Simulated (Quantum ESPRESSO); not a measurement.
# BP (F-43m): from the cell to the phonon bands, part 3 of 5

How does BP (F-43m) vibrate, and is this structure a minimum?

Quantum ESPRESSO 7.5; DFT PBE, scalar-relativistic, plane waves, PseudoDojo norm-conserving pseudopotentials.

So far. Step 8 (Density of states): At 300 K the heat capacity has reached 59 % of the Dulong-Petit value. Step 9 (Modes with the sum rule): The rule moves no optical mode by more than 0.1 cm⁻¹.

**10. Check by a frozen phonon**

The atoms are moved along one mode, by 0.015 Å at most in any Cartesian component, and the restoring forces give its frequency without the response code: a check of the response kernel of this functional.

frozen.in reads:

```
&control
   calculation = 'scf'
   prefix = 'x'
   outdir = './tmp'
   pseudo_dir = './pseudo'
   tprnfor = .true.
/
&system
   ibrav = 2
   celldm(1) = 8.59309855
   nat = 2
   ntyp = 2
   ecutwfc = 84.0
   occupations = 'fixed'
   nbnd = 6
/
&electrons
   conv_thr = 1.0d-11
   mixing_beta = 0.7
   electron_maxstep = 100
/
ATOMIC_SPECIES
 B      10.8100  B.upf
 P      30.9738  P.upf
ATOMIC_POSITIONS crystal
 B     -0.003298681   0.003298681  -0.003298681
 P      0.251151143   0.248848857   0.251151143
K_POINTS automatic
 12 12 12 0 0 0
```

Command:

```console
$ OMP_NUM_THREADS=1 mpirun -n 4 pw.x -nk 4 -in frozen.in > frozen.out
```

Numbers of over 12 decimals in the logs are rounded to 6 here.

The program printed:

```text
[banner, memory and clock lines left out]
Program PWSCF v.7.5

     G-vector sticks info

     bravais-lattice index     =            2
     lattice parameter (alat)  =       8.5931  a.u.
     unit-cell volume          =     158.6315 (a.u.)^3
     number of atoms/cell      =            2
     number of atomic types    =            2
     number of electrons       =         8.00
     number of Kohn-Sham states=            6
     kinetic-energy cutoff     =      84.0000  Ry
     charge density cutoff     =     336.0000  Ry
     scf convergence threshold =      1.0E-11
     mixing beta               =       0.7000
     number of iterations used =            8  plain     mixing
     Exchange-correlation= PBE
                           (   1   4   3   4   0   0   0)

     celldm(1)=   8.593099  celldm(2)=   0.000000  celldm(3)=   0.000000
     celldm(4)=   0.000000  celldm(5)=   0.000000  celldm(6)=   0.000000

     crystal axes: (cart. coord. in units of alat)
               a(1) = (  -0.500000   0.000000   0.500000 )
               a(2) = (   0.000000   0.500000   0.500000 )
               a(3) = (  -0.500000   0.500000   0.000000 )

     reciprocal axes: (cart. coord. in units 2 pi/alat)
               b(1) = ( -1.000000 -1.000000  1.000000 )
               b(2) = (  1.000000  1.000000  1.000000 )
               b(3) = ( -1.000000  1.000000 -1.000000 )

     PseudoPot. # 1 for B  read from file:
     ./pseudo/B.upf
     Pseudo is Norm-conserving + core correction, Zval =  3.0
     Using radial grid of 1534 points,  4 beta functions with:
                l(1) =   0
                l(2) =   0
                l(3) =   1
                l(4) =   1

     PseudoPot. # 2 for P  read from file:
     ./pseudo/P.upf
     Pseudo is Norm-conserving + core correction, Zval =  5.0
     Using radial grid of 1298 points,  6 beta functions with:
                l(1) =   0
                l(2) =   0
                l(3) =   1
                l(4) =   1
                l(5) =   2
                l(6) =   2

     atomic species   valence    mass     pseudopotential
     B                 3.00    10.81000     B ( 1.00)
     P                 5.00    30.97380     P ( 1.00)

      4 Sym. Ops. (no inversion) found

   Cartesian axes

     site n.     atom                  positions (alat units)
         1        B      tau(   1) = (   0.0032987   0.0000000   0.0000000  )
         2        P      tau(   2) = (  -0.2511511   0.2500000   0.2500000  )

     number of k points=   280

     Number of k-points >= 100: set verbosity='high' to print them.

     Dense  grid:    16529 G-vectors     FFT dimensions: (  36,  36,  36)

     Initial potential from superposition of free atoms

     starting charge       7.9996, renormalised to       8.0000
     Starting wfcs are    8 randomized atomic wfcs

     per-process dynamical memory:    28.6 Mb

     Self-consistent Calculation

     iteration #  1     ecut=    84.00 Ry     beta= 0.70
     Davidson diagonalization with overlap
     ethr =  1.00E-02,  avg # of iterations =  4.3

     total energy              =     -19.76147010 Ry
     estimated scf accuracy    <       0.14279619 Ry

     iteration #  2     ecut=    84.00 Ry     beta= 0.70
     Davidson diagonalization with overlap
     ethr =  1.78E-03,  avg # of iterations =  2.0

     total energy              =     -19.79015452 Ry
     estimated scf accuracy    <       0.01949707 Ry

     iteration #  3     ecut=    84.00 Ry     beta= 0.70
     Davidson diagonalization with overlap
     ethr =  2.44E-04,  avg # of iterations =  2.6

     total energy              =     -19.79328576 Ry
     estimated scf accuracy    <       0.00047412 Ry

     iteration #  4     ecut=    84.00 Ry     beta= 0.70
     Davidson diagonalization with overlap
     c_bands:  1 eigenvalues not converged
     c_bands:  1 eigenvalues not converged
     ethr =  5.93E-06,  avg # of iterations =  7.2

     total energy              =     -19.79348405 Ry
     estimated scf accuracy    <       0.00014991 Ry

     iteration #  5     ecut=    84.00 Ry     beta= 0.70
     Davidson diagonalization with overlap
     c_bands:  1 eigenvalues not converged
     ethr =  1.87E-06,  avg # of iterations =  2.9

     total energy              =     -19.79352249 Ry
     estimated scf accuracy    <       0.00000614 Ry

     iteration #  6     ecut=    84.00 Ry     beta= 0.70
     Davidson diagonalization with overlap
     ethr =  7.67E-08,  avg # of iterations =  1.9

     total energy              =     -19.79352362 Ry
     estimated scf accuracy    <       0.00000014 Ry

     iteration #  7     ecut=    84.00 Ry     beta= 0.70
     Davidson diagonalization with overlap
     ethr =  1.71E-09,  avg # of iterations =  3.6

     total energy              =     -19.79352374 Ry
     estimated scf accuracy    <       0.00000001 Ry

     iteration #  8     ecut=    84.00 Ry     beta= 0.70
     Davidson diagonalization with overlap
     ethr =  1.74E-10,  avg # of iterations =  2.4

     total energy              =     -19.79352375 Ry
     estimated scf accuracy    <          4.3E-11 Ry

     iteration #  9     ecut=    84.00 Ry     beta= 0.70
     Davidson diagonalization with overlap
     ethr =  5.42E-13,  avg # of iterations =  6.3

     total energy              =     -19.79352375 Ry
     estimated scf accuracy    <          9.4E-11 Ry

     iteration # 10     ecut=    84.00 Ry     beta= 0.70
     Davidson diagonalization with overlap
     ethr =  5.42E-13,  avg # of iterations =  2.1

     End of self-consistent calculation

     Number of k-points >= 100: set verbosity='high' to print the bands.

     highest occupied, lowest unoccupied level (ev):     9.3131   10.4094

!    total energy              =     -19.79352375 Ry
     estimated scf accuracy    <          6.6E-14 Ry

     The total energy is the sum of the following terms:
     one-electron contribution =       6.51579281 Ry
     hartree contribution      =       1.26694974 Ry
     xc contribution           =      -6.63639074 Ry
     ewald contribution        =     -20.93987556 Ry

     convergence has been achieved in  10 iterations

     Forces acting on atoms (cartesian axes, Ry/au):

     atom    1 type  1   force =    -0.01483331    0.00000000   -0.00000000
     atom    2 type  2   force =     0.01483331   -0.00000000    0.00000000

     Total force =     0.020977     Total SCF correction =     0.000000

     XML data file, charge density, pseudopotentials, collected wavefunctions
```

Elapsed: 9.6 s, on 4 MPI ranks of AMD EPYC 9R14 (Zen 4), shared host; 37 s of CPU time.

Read from the output:

```
gap on the k-mesh              : 1.096 eV
frequency from the forces      : 799.8 cm⁻¹
frequency from linear response : 800 cm⁻¹
```

The forces give 799.8 cm⁻¹ against 800.0 cm⁻¹ from linear response after the sum rule.

**11. Sum rules set otherwise (asr crystal)**

The rule can be imposed in more than one way; the choices should agree where the raw error is small.

dynmat.in reads:

```
&input
   fildyn = 'x.dyn1'
   asr = 'crystal'
   fileig = 'dynmat.eig'
   lperm = .true.
/
```

Command:

```console
$ dynmat.x -in dynmat.in > dynmat.out
```

The program printed:

```text
[banner, memory and clock lines left out]
Program DYNMAT v.7.5

     Reading Dynamical Matrix from file x.dyn1
     ...Force constants read
     ...epsilon and Z* read
     Acoustic Sum Rule: || Z*(ASR) - Z*(orig)|| =    4.186218E-03
     Acoustic Sum Rule: ||dyn(ASR) - dyn(orig)||=    4.153700E-06
     A direction for q was not specified:TO-LO splitting will be absent

     Polarizability (A^3 units)
     multiply by 0.269193 for Clausius-Mossotti correction
        15.235030   -0.000000    0.000000
        -0.000000   15.235030    0.000000
         0.000000   -0.000000   15.235030

     IR activities are in (D/A)^2/amu units

# mode   [cm-1]    [THz]      IR
    1     -0.00   -0.0000    0.0000
    2     -0.00   -0.0000    0.0000
    3      0.00    0.0000    0.0000
    4    799.95   23.9819    0.7216
    5    799.95   23.9819    0.7216
    6    799.95   23.9819    0.7216

Electronic dielectric permittivity tensor (relative, adimensional)
         9.144424   -0.000000    0.000000
        -0.000000    9.144424    0.000000
         0.000000   -0.000000    9.144424

 ... with zone-center polar mode contributions
         9.246742    0.000000   -0.000000
         0.000000    9.246742   -0.000000
        -0.000000   -0.000000    9.246742
```

It took 0.64 s on 1 thread.

Zone-centre frequencies as printed; negative means imaginary. Modes:

| mode | frequency (cm⁻¹) |
| --- | --- |
| 1 | 0 |
| 2 | 0 |
| 3 | 0 |
| 4 | 800 |
| 5 | 800 |
| 6 | 800 |

Against the first rule no mode moves by more than 0.1 cm⁻¹.

**12. Sum rules set otherwise (asr no)**

Without the rule the raw error of the acoustic modes shows.

dynmat.in reads:

```
&input
   fildyn = 'x.dyn1'
   asr = 'no'
   fileig = 'dynmat.eig'
   lperm = .true.
/
```

Command:

```console
$ dynmat.x -in dynmat.in > dynmat.out
```

The program printed:

```text
[banner, memory and clock lines left out]
Program DYNMAT v.7.5

     Reading Dynamical Matrix from file x.dyn1
     ...Force constants read
     ...epsilon and Z* read
     A direction for q was not specified:TO-LO splitting will be absent

     Polarizability (A^3 units)
     multiply by 0.269193 for Clausius-Mossotti correction
        15.235030   -0.000000    0.000000
        -0.000000   15.235030    0.000000
         0.000000   -0.000000   15.235030

     IR activities are in (D/A)^2/amu units

# mode   [cm-1]    [THz]      IR
    1     -0.84   -0.0251    0.0000
    2     -0.84   -0.0251    0.0000
    3     -0.84   -0.0251    0.0000
    4    799.95   23.9819    0.7240
    5    799.95   23.9819    0.7240
    6    799.95   23.9819    0.7240

Electronic dielectric permittivity tensor (relative, adimensional)
         9.144424   -0.000000    0.000000
        -0.000000    9.144424    0.000000
         0.000000   -0.000000    9.144424

 ... with zone-center polar mode contributions
         9.247079    0.000000    0.000000
         0.000000    9.247079    0.000000
         0.000000    0.000000    9.247079
```

Elapsed: 0.64 s, on 1 thread.

Zone-centre frequencies as printed; negative means imaginary. Modes:

| mode | frequency (cm⁻¹) |
| --- | --- |
| 1 | -0.84 |
| 2 | -0.84 |
| 3 | -0.84 |
| 4 | 800 |
| 5 | 800 |
| 6 | 800 |

Against the first rule no mode moves by more than 0.9 cm⁻¹.

**13. Modes along a direction of q (1 0 0)**

A longitudinal polar mode sets up a macroscopic field that stiffens it; the term hangs on the direction from which q goes to zero.

dynmat.in reads:

```
&input
   fildyn = 'x.dyn1'
   asr = 'simple'
   fileig = 'dynmat.eig'
   q(1) = 1.0
   q(2) = 0.0
   q(3) = 0.0
/
```

Command:

```console
$ dynmat.x -in dynmat.in > dynmat.out
```

The program printed:

```text
[banner, memory and clock lines left out]
Program DYNMAT v.7.5

     Reading Dynamical Matrix from file x.dyn1
     ...Force constants read
     ...epsilon and Z* read

     Polarizability (A^3 units)
     multiply by 0.269193 for Clausius-Mossotti correction
        15.235030   -0.000000    0.000000
        -0.000000   15.235030    0.000000
         0.000000   -0.000000   15.235030

     IR activities are in (D/A)^2/amu units

# mode   [cm-1]    [THz]      IR
    1     -0.00   -0.0000    0.0000
    2      0.00    0.0000    0.0000
    3      0.00    0.0000    0.0000
    4    799.95   23.9819    0.7216
    5    799.95   23.9819    0.7216
    6    804.41   24.1157    0.7216
```

Elapsed: 0.63 s, on 1 thread.

Numbers from this step:

```
highest mode moved by the LO-TO term : 804.4 cm⁻¹
```

Zone-centre frequencies as printed; negative means imaginary. Modes:

| mode | frequency (cm⁻¹) |
| --- | --- |
| 1 | 0 |
| 2 | 0 |
| 3 | 0 |
| 4 | 800 |
| 5 | 800 |
| 6 | 804.4 |

The field moves one mode, from 800 to 804 cm⁻¹; the others stay.

**14. The dispersion under another sum rule (asr crystal)**

The sum rule corrects the force constants themselves, so it can shift branches at any wavevector, low ones most.

matdyn.in reads:

```
&input
   asr = 'crystal'
   flfrc = 'x.fc'
   flfrq = 'x.freq'
   flvec = 'x.modes'
   q_in_band_form = .true.
   q_in_cryst_coord = .true.
/
8
  0.0000000   0.0000000   0.0000000   8  ! GAMMA
  0.0000000   0.5000000   0.5000000   8  ! X
 -0.0000000   0.6250000   0.3750000   1  ! U
 -0.3750000   0.3750000   0.0000000   8  ! K
  0.0000000   0.0000000   0.0000000   8  ! GAMMA
 -0.0000000   0.5000000   0.0000000   8  ! L
 -0.2500000   0.5000000   0.2500000   8  ! W
  0.0000000   0.5000000   0.5000000   1  ! X
```

Command:

```console
$ matdyn.x -in matdyn.in > matdyn.out
```

The program printed:

```text
[banner, memory and clock lines left out]
Program MATDYN v.7.5

 mass for atomic type   1 not given; uses mass from file x.fc
 mass for atomic type   2 not given; uses mass from file x.fc
 Norm of the difference between old and new effective charges:    3.968e-17

 Norm of the difference between old and new force-constants:   5.19212e-07
```

Elapsed: 0.64 s, on 1 thread.

At the labelled points the branches move by no more than 0.1 cm⁻¹.

**15. A changed mass**

Force constants don't depend on the masses, so an isotope effect costs no new response.

matdyn.in reads:

```
&input
   asr = 'simple'
   flfrc = 'x.fc'
   flfrq = 'x.freq'
   flvec = 'x.modes'
   q_in_band_form = .true.
   q_in_cryst_coord = .true.
   amass(1) = 21.62
   amass(2) = 30.974
/
8
  0.0000000   0.0000000   0.0000000   8  ! GAMMA
  0.0000000   0.5000000   0.5000000   8  ! X
 -0.0000000   0.6250000   0.3750000   1  ! U
 -0.3750000   0.3750000   0.0000000   8  ! K
  0.0000000   0.0000000   0.0000000   8  ! GAMMA
 -0.0000000   0.5000000   0.0000000   8  ! L
 -0.2500000   0.5000000   0.2500000   8  ! W
  0.0000000   0.5000000   0.5000000   1  ! X
```

Command:

```console
$ matdyn.x -in matdyn.in > matdyn.out
```

The program printed:

```text
[banner, memory and clock lines left out]
Program MATDYN v.7.5
```

Elapsed: 0.63 s, on 1 thread.

Matdyn.x, sum rule simple. Phonon branches along the path, in cm⁻¹:

| point | branch 1 | branch 2 | branch 3 | branch 4 | branch 5 | branch 6 |
| --- | --- | --- | --- | --- | --- | --- |
| Γ | 0 | 0 | 0 | 635 | 635 | 638 |
| X | 285 | 285 | 525 | 548 | 548 | 552 |
| U | 282 | 376 | 458 | 482 | 550 | 590 |
| jump to K | 282 | 376 | 458 | 482 | 550 | 590 |
| Γ | 0 | 0 | 0 | 635 | 635 | 638 |
| L | 202 | 202 | 500 | 538 | 598 | 598 |
| W | 348 | 367 | 435 | 467 | 558 | 575 |
| X | 285 | 285 | 525 | 548 | 548 | 552 |

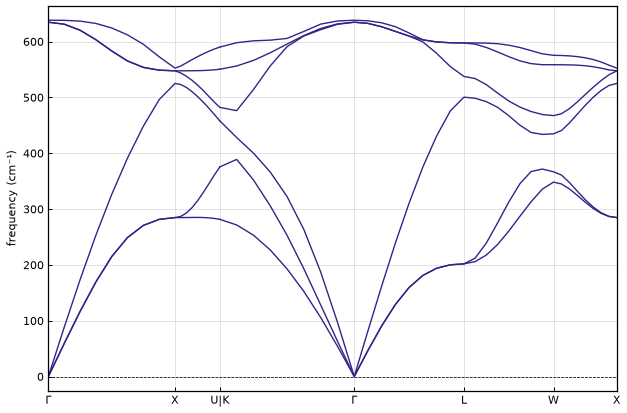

Phonon branches along the path.

The top of the path falls from 805 to 638 cm⁻¹, a ratio of 0.79; a mode of that atom alone would give 0.71.

**16. Self-consistent run for the response, volume × 0.97**

Bonds stiffen under compression, so frequencies follow the volume; the atoms are not relaxed anew.

scf.in reads:

```
&control
   calculation = 'scf'
   prefix = 'x'
   outdir = './tmp'
   pseudo_dir = './pseudo'
   tprnfor = .true.
   tstress = .true.
/
&system
   ibrav = 2
   celldm(1) = 8.50629364
   nat = 2
   ntyp = 2
   ecutwfc = 84.0
   occupations = 'fixed'
   nbnd = 6
/
&electrons
   conv_thr = 1.0d-12
   mixing_beta = 0.7
   electron_maxstep = 100
/
ATOMIC_SPECIES
 B      10.8100  B.upf
 P      30.9738  P.upf
ATOMIC_POSITIONS crystal
 B      0.000000000   0.000000000   0.000000000
 P      0.250000000   0.250000000   0.250000000
K_POINTS automatic
 12 12 12 0 0 0
```

Command:

```console
$ OMP_NUM_THREADS=1 mpirun -n 4 pw.x -nk 4 -in scf.in > scf.out
```

The program printed:

```text
[banners, grids, parts of the stress and lines that vanish by symmetry left out]
[banner, memory and clock lines left out]
Program PWSCF v.7.5

[...]
kinetic-energy cutoff     =      84.0000  Ry
     charge density cutoff     =     336.0000  Ry
     scf convergence threshold =      1.0E-12
[...]
Exchange-correlation= PBE
                           (   1   4   3   4   0   0   0)
[...]
24 Sym. Ops. (no inversion) found
[...]
number of k points=    72
[...]
End of self-consistent calculation
[...]
highest occupied, lowest unoccupied level (ev):     9.5732   10.7867
!    total energy              =     -19.79298342 Ry
[...]
convergence has been achieved in  12 iterations
[...]
atom    1 type  1   force =     0.00000000    0.00000000    0.00000000
     atom    2 type  2   force =     0.00000000    0.00000000    0.00000000
     Total force =     0.000000     Total SCF correction =     0.000000
[...]
total   stress  (Ry/bohr**3)                   (kbar)     P=       52.06
[...]
XML data file, charge density, pseudopotentials, collected wavefunctions
```

Wall time 4 s (4 MPI ranks); 15 s of CPU time.

Numbers from this step:

| Item | Value |
| --- | --- |
| volume per atom | 11.40 Å³ |
| pressure | 5.206 GPa |
| gap on the k-mesh | 1.213 eV |

[end of part 3 of 5]

[Host names and launcher messages were left out of these logs when they were recorded.]

[Logs are printed without paths, hosts, clocks, repeated set-up lines and the standing remarks that a program may print on its own settings, such as how far it seeks lower states.]

[Hosts, paths, dates, database ids (printed as entryN), source tags and the programs' standing remarks are cut or masked in the printed files.]
